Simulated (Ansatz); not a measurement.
Take the following structure.

```yaml
crystal:
  lattice:
    - [4.09251, 0.00000, 0.00000]
    - [-2.04625, 3.54421, 0.00000]
    - [0.00000, 0.00000, 6.37128]
  atoms:
    - { symbol: La, position: [0.66667, 0.33333, 0.74569] }
    - { symbol: La, position: [0.33333, 0.66667, 0.25431] }
    - { symbol: O, position: [0.66667, 0.33333, 0.35757] }
    - { symbol: O, position: [0.33333, 0.66667, 0.64243] }
    - { symbol: O, position: [0.00000, 0.00000, 0.00000] }
```

Say what kind of structure these coordinates give.

The solid is La$_{2}$O$_{3}$. It takes space group P-3m1 (No. 164) on a primitive hexagonal lattice. Cell content 2 La, 3 O; Z = 1. La is surrounded by seven O at 2.45 to 2.86 Å. O takes two kinds of site: 2d with four La in a tetrahedral arrangement at 2.45 to 2.47 Å; 1a with six La in an octahedral arrangement at 2.86 Å. The bonds build a three-dimensional framework.

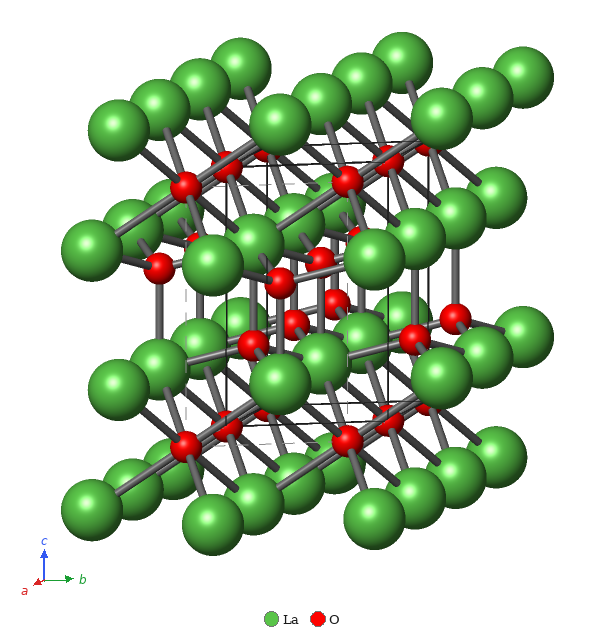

An orthographic ball-and-stick view of the structure, slightly off an axis. One conventional unit cell is drawn solid; the view covers 2×1×1 cells. Bonded neighbours in the next cells are drawn too. Colours: lanthanum green, oxygen red.

The structure comes from a structure listed in the Materials Project. The cell was then strained or its atoms displaced on purpose. A calculation with Ansatz used it as input.
